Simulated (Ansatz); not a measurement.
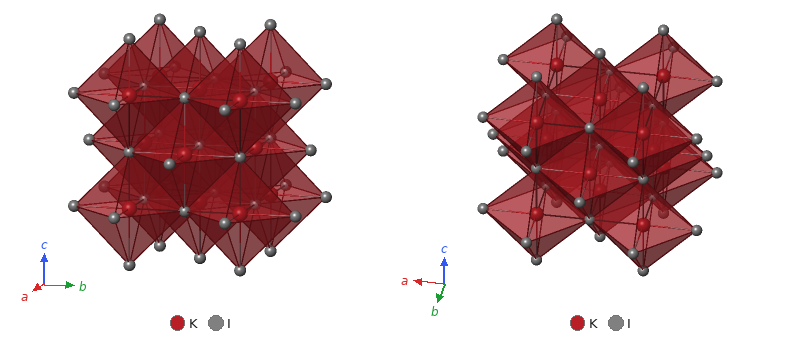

Polyhedra are drawn about K (bonds: I–K below 4 Å); other atoms are plain spheres. Two views of the same piece.

System KI (space group Fm-3m, No. 225); source of the atomic positions: the geometry relaxed with DFT, PBE, PAW with Ansatz's default frozen-core files, scalar-relativistic in Ansatz; the starting structure was generated, so it need not be a known form of this composition.

What figure surrounds each K atom, and what does it share with the other drawn polyhedra?

K: KI6 octahedron, sharing corners with six neighbours and edges with twelve neighbours.

How do these polyhedra hang together as a whole?

They form a three-dimensional framework of corner- and edge-sharing octahedra.

How far apart are the centres of linked polyhedra?

Centre to centre across a shared corner: 7.18 Å; across a shared edge: 5.08 Å.
